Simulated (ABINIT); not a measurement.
# Run report: InAs, geometry relaxation (part 2 of 2)

Continued. System: InAs (2 atoms in the cell). Method: Kohn-Sham DFT of a periodic cell, LDA, PseudoDojo NC SR LDA v0.4.1 standard, no spin polarisation (ABINIT 10.8.3); cutoff 1088.46 eV, 6×6×6 k-mesh, fermi-dirac of 0.05 eV. The structure derives from an entry of the Crystallography Open Database.

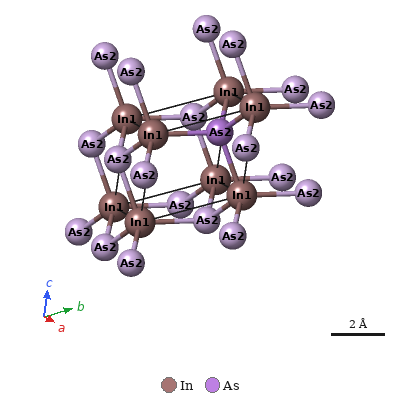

Figure 1. The geometry at step 1 of the log (ball-and-stick view of the cell of the calculation, seen slightly off an axis; neighbours outside the cell are drawn fainter; atoms are numbered from 1 in the order of the input).

## Log, continued
```
--- !ResultsGS
iteration_state: {dtset: 1, itime: 2, icycle: 1, }
comment   : Summary of ground state results
lattice_vectors:
- [  0.0000000,   5.7014307,   5.7014307, ]
- [  5.7014307,   0.0000000,   5.7014307, ]
- [  5.7014307,   5.7014307,   0.0000000, ]
lattice_lengths: [   8.06304,    8.06304,    8.06304, ]
lattice_angles: [ 60.000,  60.000,  60.000, ] # degrees, (23, 13, 12)
lattice_volume:   3.7066498E+02
convergence: {deltae:  5.542E-12, res2:  2.989E-13, residm:  2.478E-06, diffor: null, }
etotal    :  -1.72237721E+02
entropy   :   0.00000000E+00
fermie    :   1.47003494E-01
cartesian_stress_tensor: # hartree/bohr^3
- [  8.44108303E-06,   0.00000000E+00,   0.00000000E+00, ]
- [  0.00000000E+00,   8.44108303E-06,   0.00000000E+00, ]
- [  0.00000000E+00,   0.00000000E+00,   8.44108303E-06, ]
pressure_GPa:  -2.4835E-01
xred      :
- [ -2.1019E-31,   1.6169E-32,   1.1318E-31, In]
- [  7.5000E-01,   7.5000E-01,   7.5000E-01, As]
cartesian_forces: # hartree/bohr
- [ -1.10689536E-30,  -1.10689536E-30,   3.32068608E-30, ]
- [  1.10689536E-30,   1.10689536E-30,  -3.32068608E-30, ]
force_length_stats: {min:   3.67115659E-30, max:   3.67115659E-30, mean:   3.67115659E-30, }
...

 Integrated electronic density in atomic spheres:
 ------------------------------------------------
 Atom  Sphere_radius  Integrated_density
    1        2.00000          9.90908062
    2        2.00000         12.38798682

---OUTPUT-----------------------------------------------------------------------

 Cartesian coordinates (xcart) [bohr]
  7.37474162656082E-31 -5.53105621992061E-31 -1.10621124398412E-30
  8.55214611985273E+00  8.55214611985273E+00  8.55214611985274E+00
 Reduced coordinates (xred)
 -2.10192067146901E-31  1.61686205497616E-32  1.13180343848332E-31
  7.50000000000000E-01  7.50000000000000E-01  7.50000000000000E-01
 Cartesian forces (fcart) [Ha/bohr]; max,rms= 3.32069E-30 2.11954E-30 (free atoms)
 -1.10689536053146E-30 -1.10689536053146E-30  3.32068608159439E-30
  1.10689536053146E-30  1.10689536053146E-30 -3.32068608159439E-30
 Gradient of E wrt nuclear positions in reduced coordinates (gred)
 -1.26217744835362E-29 -1.26217744835362E-29  1.26217744835362E-29
  1.26217744835362E-29  1.26217744835362E-29 -1.26217744835362E-29
 Scale of Primitive Cell (acell) [bohr]
  8.06304068672812E+00  8.06304068672812E+00  8.06304068672812E+00
 Real space primitive translations (rprimd) [bohr]
  0.00000000000000E+00  5.70143074656849E+00  5.70143074656849E+00
  5.70143074656849E+00  0.00000000000000E+00  5.70143074656849E+00
  5.70143074656849E+00  5.70143074656849E+00  0.00000000000000E+00
 Unitary Cell Volume (ucvol) [Bohr^3]=  3.70664979750541E+02
 Angles (23,13,12)= [degrees]
  6.00000000000000E+01  6.00000000000000E+01  6.00000000000000E+01
 Lengths [Bohr]
  8.06304068672812E+00  8.06304068672812E+00  8.06304068672812E+00
 Stress tensor in cartesian coordinates (strten) [Ha/bohr^3]
  8.44108302906765E-06  0.00000000000000E+00  0.00000000000000E+00
  0.00000000000000E+00  8.44108302906939E-06  0.00000000000000E+00
  0.00000000000000E+00  0.00000000000000E+00  8.44108302906765E-06
 Total energy (etotal) [Ha]= -1.72237721292466E+02

 Difference of energy with previous step (new-old):
           Absolute (Ha)=-3.21932E-06
           Relative     =-1.86911E-08

--- Iteration: ( 3/50) Internal Cycle: (1/1)
--------------------------------------------------------------------------------

---SELF-CONSISTENT-FIELD CONVERGENCE--------------------------------------------

--- !BeginCycle
iteration_state: {dtset: 1, itime: 3, icycle: 1, }
solver: {iscf: 7, nstep: 80, nline: 4, wfoptalg: 0, }
tolerances: {tolvrs: 1.00E-12, }
...

     iter   Etot(hartree)      deltaE(h)  residm     vres2
 ETOT  1  -172.23704322900    -1.722E+02 1.343E-01 9.456E+00
 ETOT  2  -172.23768672444    -6.435E-04 7.390E-06 4.847E-01
 ETOT  3  -172.23772457970    -3.786E-05 2.368E-06 6.784E-02
 ETOT  4  -172.23772762522    -3.046E-06 3.154E-06 1.210E-03
 ETOT  5  -172.23772771682    -9.160E-08 6.403E-07 1.562E-04
 ETOT  6  -172.23772772873    -1.191E-08 1.695E-06 1.334E-06
 ETOT  7  -172.23772772889    -1.638E-10 3.897E-07 4.462E-08
 ETOT  8  -172.23772772890    -9.550E-12 1.189E-06 3.498E-10
 ETOT  9  -172.23772772890     2.814E-12 2.480E-07 5.027E-12
 ETOT 10  -172.23772772890    -9.379E-13 8.257E-07 5.788E-13

 At SCF step   10       vres2   =  5.79E-13 < tolvrs=  1.00E-12 =>converged.

 Cartesian components of stress tensor (hartree/bohr^3)
  sigma(1 1)= -1.72224168E-07  sigma(3 2)=  0.00000000E+00
  sigma(2 2)= -1.72224168E-07  sigma(3 1)=  0.00000000E+00
  sigma(3 3)= -1.72224168E-07  sigma(2 1)=  0.00000000E+00

--- !ResultsGS
iteration_state: {dtset: 1, itime: 3, icycle: 1, }
comment   : Summary of ground state results
lattice_vectors:
- [  0.0000000,   5.6934778,   5.6934778, ]
- [  5.6934778,   0.0000000,   5.6934778, ]
- [  5.6934778,   5.6934778,   0.0000000, ]
lattice_lengths: [   8.05179,    8.05179,    8.05179, ]
lattice_angles: [ 60.000,  60.000,  60.000, ] # degrees, (23, 13, 12)
lattice_volume:   3.6911602E+02
convergence: {deltae: -9.379E-13, res2:  5.788E-13, residm:  8.257E-07, diffor: null, }
etotal    :  -1.72237728E+02
entropy   :   0.00000000E+00
fermie    :   1.48516577E-01
cartesian_stress_tensor: # hartree/bohr^3
- [ -1.72224168E-07,   0.00000000E+00,   0.00000000E+00, ]
- [  0.00000000E+00,  -1.72224168E-07,   0.00000000E+00, ]
- [  0.00000000E+00,   0.00000000E+00,  -1.72224168E-07, ]
pressure_GPa:   5.0670E-03
xred      :
- [  1.3939E-30,   1.6203E-30,  -2.5604E-30, In]
- [  7.5000E-01,   7.5000E-01,   7.5000E-01, As]
cartesian_forces: # hartree/bohr
- [ -1.47792203E-30,  -1.47792203E-30,   4.43376610E-30, ]
- [  1.47792203E-30,   1.47792203E-30,  -4.43376610E-30, ]
force_length_stats: {min:   4.90171285E-30, max:   4.90171285E-30, mean:   4.90171285E-30, }
...

 Integrated electronic density in atomic spheres:
 ------------------------------------------------
 Atom  Sphere_radius  Integrated_density
    1        2.00000          9.91914154
    2        2.00000         12.38152379

---OUTPUT-----------------------------------------------------------------------

 Cartesian coordinates (xcart) [bohr]
 -5.35224175046421E-30 -6.64102130674170E-30  1.71613934424876E-29
  8.54021674031486E+00  8.54021674031486E+00  8.54021674031486E+00
 Reduced coordinates (xred)
  1.39392954261471E-30  1.62029023031137E-30 -2.56035567242102E-30
  7.50000000000000E-01  7.50000000000000E-01  7.50000000000000E-01
 Cartesian forces (fcart) [Ha/bohr]; max,rms= 4.43377E-30 2.83001E-30 (free atoms)
 -1.47792203258191E-30 -1.47792203258191E-30  4.43376609774573E-30
  1.47792203258191E-30  1.47792203258191E-30 -4.43376609774573E-30
 Gradient of E wrt nuclear positions in reduced coordinates (gred)
 -1.68290326447149E-29 -1.68290326447149E-29  1.68290326447149E-29
  1.68290326447149E-29  1.68290326447149E-29 -1.68290326447149E-29
 Scale of Primitive Cell (acell) [bohr]
  8.05179355983935E+00  8.05179355983935E+00  8.05179355983935E+00
 Real space primitive translations (rprimd) [bohr]
  0.00000000000000E+00  5.69347782687658E+00  5.69347782687658E+00
  5.69347782687658E+00  0.00000000000000E+00  5.69347782687658E+00
  5.69347782687658E+00  5.69347782687658E+00  0.00000000000000E+00
 Unitary Cell Volume (ucvol) [Bohr^3]=  3.69116021841415E+02
 Angles (23,13,12)= [degrees]
  6.00000000000000E+01  6.00000000000000E+01  6.00000000000000E+01
 Lengths [Bohr]
  8.05179355983935E+00  8.05179355983935E+00  8.05179355983935E+00
 Stress tensor in cartesian coordinates (strten) [Ha/bohr^3]
 -1.72224167942561E-07  0.00000000000000E+00  0.00000000000000E+00
  0.00000000000000E+00 -1.72224167942561E-07  0.00000000000000E+00
  0.00000000000000E+00  0.00000000000000E+00 -1.72224167942561E-07
 Total energy (etotal) [Ha]= -1.72237727728902E+02

 Difference of energy with previous step (new-old):
           Absolute (Ha)=-6.43644E-06
           Relative     =-3.73695E-08

 At Broyd/MD step   3, gradients are converged :
  max grad (force/stress) = 1.7222E-05 < tolmxf= 2.0000E-05 ha/bohr (free atoms)

================================================================================

 ----iterations are completed or convergence reached----

 Mean square residual over all n,k,spin=   29.783E-10; max=  82.573E-08
 reduced coordinates (array xred) for    2 atoms
       0.000000000000      0.000000000000     -0.000000000000
       0.750000000000      0.750000000000      0.750000000000
 rms dE/dt=  2.3800E-29; max dE/dt=  3.3658E-29; dE/dt below (all hartree)
    1       0.000000000000      0.000000000000      0.000000000000
    2       0.000000000000      0.000000000000     -0.000000000000

 cartesian coordinates (angstrom) at end:
    1     -0.00000000000000    -0.00000000000000     0.00000000000000
    2      4.51928807208099     4.51928807208099     4.51928807208099

 cartesian forces (hartree/bohr) at end:
    1     -0.00000000000000    -0.00000000000000     0.00000000000000
    2      0.00000000000000     0.00000000000000    -0.00000000000000
 frms,max,avg= 2.8300052E-30 4.4337661E-30   0.000E+00  0.000E+00  0.000E+00 h/b

 cartesian forces (eV/Angstrom) at end:
    1     -0.00000000000000    -0.00000000000000     0.00000000000000
    2      0.00000000000000     0.00000000000000    -0.00000000000000
 frms,max,avg= 1.4552472E-28 2.2799342E-28   0.000E+00  0.000E+00  0.000E+00 e/A
 length scales=  8.051793559839  8.051793559839  8.051793559839 bohr
              =  4.260825655872  4.260825655872  4.260825655872 angstroms
 Fermi (or HOMO) energy (hartree) =   0.14852   Average Vxc (hartree)=  -0.36676
 Eigenvalues (hartree) for nkpt=  16  k points:
 kpt#   1, nband= 18, wtk=  0.00463, kpt=  0.0000  0.0000  0.0000 (reduced coord)
  -1.14571   -1.14571   -1.14571   -1.14537   -1.14537   -0.38217   -0.38217   -0.38217
  -0.37735   -0.37735   -0.29412    0.13292    0.14721    0.14721    0.14721    0.28824
   0.28824    0.28824
      occupation numbers for kpt#   1
   2.00000    2.00000    2.00000    2.00000    2.00000    2.00000    2.00000    2.00000
   2.00000    2.00000    2.00000    1.99959    1.34189    1.34189    1.34189    0.00000
   0.00000    0.00000
 prteigrs : prtvol=0 or 1, do not print more k-points.

--- !EnergyTerms
iteration_state     : {dtset: 1, itime: 3, icycle: 1, }
comment             : Components of total free energy in Hartree
kinetic             :  1.17734658919588E+02
hartree             :  5.21299179047714E+01
xc                  : -4.31161944233165E+01
Ewald energy        : -9.30534354374726E+01
psp_core            :  4.04263721566494E+00
local_psp           : -1.44380791822115E+02
non_local_psp       : -6.55944859328503E+01
internal            : -1.72237693575731E+02
'-kT*entropy'       : -3.41531716149576E-05
total_energy        : -1.72237727728902E+02
total_energy_eV     : -4.68682733536127E+03
band_energy         : -1.55171238037026E+01
...

 Cartesian components of stress tensor (hartree/bohr^3)
  sigma(1 1)= -1.72224168E-07  sigma(3 2)=  0.00000000E+00
  sigma(2 2)= -1.72224168E-07  sigma(3 1)=  0.00000000E+00
  sigma(3 3)= -1.72224168E-07  sigma(2 1)=  0.00000000E+00

-Cartesian components of stress tensor (GPa)         [Pressure=  5.0670E-03 GPa]
- sigma(1 1)= -5.06700996E-03  sigma(3 2)=  0.00000000E+00
- sigma(2 2)= -5.06700996E-03  sigma(3 1)=  0.00000000E+00
- sigma(3 3)= -5.06700996E-03  sigma(2 1)=  0.00000000E+00

== END DATASET(S) ==============================================================
================================================================================

 -outvars: echo values of variables after computation  --------
            acell      8.0517935598E+00  8.0517935598E+00  8.0517935598E+00 Bohr
           etotal     -1.7223772773E+02
            fcart     -1.4779220326E-30 -1.4779220326E-30  4.4337660977E-30
                       1.4779220326E-30  1.4779220326E-30 -4.4337660977E-30
            rprim      0.0000000000E+00  7.0710678119E-01  7.0710678119E-01
                       7.0710678119E-01  0.0000000000E+00  7.0710678119E-01
                       7.0710678119E-01  7.0710678119E-01  0.0000000000E+00
           strten     -1.7222416794E-07 -1.7222416794E-07 -1.7222416794E-07
                       0.0000000000E+00  0.0000000000E+00  0.0000000000E+00
           xangst     -2.8322843597E-30 -3.5142771303E-30  9.0814183109E-30
                       4.5192880721E+00  4.5192880721E+00  4.5192880721E+00
             xred      1.3939295426E-30  1.6202902303E-30 -2.5603556724E-30
                       7.5000000000E-01  7.5000000000E-01  7.5000000000E-01
 Calculation completed.
```

## Trajectory as extended XYZ (Å, eV, eV/Å), 3 frames, from step=0 to step=2
```
2
Lattice="0.0000 3.0180 3.0180 3.0180 0.0000 3.0180 3.0180 3.0180 0.0000" Properties=species:S:1:pos:R:3:forces:R:3 step=0 energy=-4686.82707
In    0.0000    0.0000    0.0000    0.0000   0.0000   0.0000
As    4.5270    4.5270    4.5270    0.0000   0.0000   0.0000
2
Lattice="0.0000 3.0171 3.0171 3.0171 0.0000 3.0171 3.0171 3.0171 0.0000" Properties=species:S:1:pos:R:3:forces:R:3 step=1 energy=-4686.82716
In    0.0000    0.0000    0.0000    0.0000   0.0000   0.0000
As    4.5256    4.5256    4.5256    0.0000   0.0000   0.0000
2
Lattice="0.0000 3.0129 3.0129 3.0129 0.0000 3.0129 3.0129 3.0129 0.0000" Properties=species:S:1:pos:R:3:forces:R:3 step=2 energy=-4686.82733
In    0.0000    0.0000    0.0000    0.0000   0.0000   0.0000
As    4.5193    4.5193    4.5193    0.0000   0.0000   0.0000
```

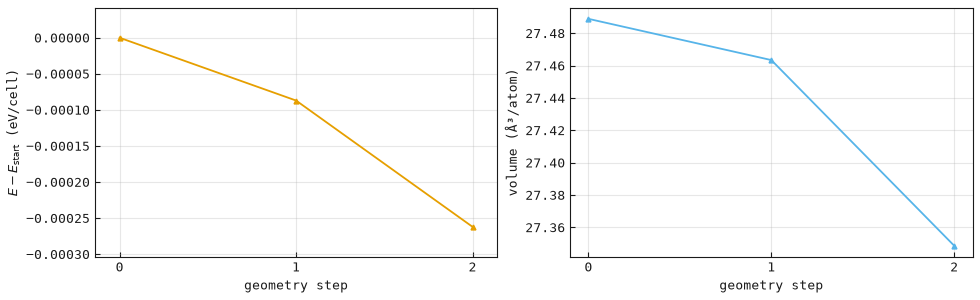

Figure 2. Progress of the relaxation, step by step (steps are counted from 0). The atoms keep their places relative to the cell (all moves are under 0.005 Å). Over 2 geometry steps the energy falls by 0.3 meV per cell of the calculation. All forces vanish by symmetry, so only the cell relaxes.

This output came from the following input.

## The input
```
# Pseudopotentials
pp_dirpath "./"
pseudos "In.upf, As.upf"

# Structure
acell 3*1.0 Angstrom
rprim
     0.0000000000     3.0180000000     3.0180000000
     3.0180000000     0.0000000000     3.0180000000
     3.0180000000     3.0180000000     0.0000000000
ntypat 2
znucl 49 33
natom 2
typat 1 2
chkprim 0
chksymtnons 0
tolsym 1.0e-6
xred
            0.0            0.0            0.0
            3/4            3/4            3/4

# Plane-wave basis
ecut 1088.455450 eV
ecutsm 0.5

# k points
kptopt 1
ngkpt 6 6 6
nshiftk 1
shiftk 0.0 0.0 0.0

# Exchange and correlation
ixc 7

# Bands and occupations
nband 18
occopt 3
tsmear 0.00183747

# SCF cycle
nstep 80
tolvrs 1.0e-12

# Output
iomode 3
prteig 0
prtebands 0
prtwf 0
prtden 0

# Relaxation
ionmov 2
optcell 2
ntime 50
tolmxf 2.0e-5
dilatmx 1.08
```

Run as:
```bash
abinit run.abi > log 2>&1
```

## Key numbers

- outcome: converged
- space group (tolerance 0.01 Å): F-43m (216)
- electrons treated: 28
- free energy: −4686.8273 eV
- Fermi energy: 4.041 eV
- gap on the k-point mesh: none (metallic)
- pressure: 0.01 GPa
- final volume: 54.70 Å³
- largest force (length of the vector) at the end: under 0.001 eV/Å
- final cell: a = 4.261 Å, b = 4.261 Å, c = 4.261 Å, α = 60.00°, β = 60.00°, γ = 60.00°
- hardware: 1 thread of Arm Neoverse V1, 24 GiB of memory available, shared host
- wall time: 2.8 min
- peak memory: 0.11 GiB
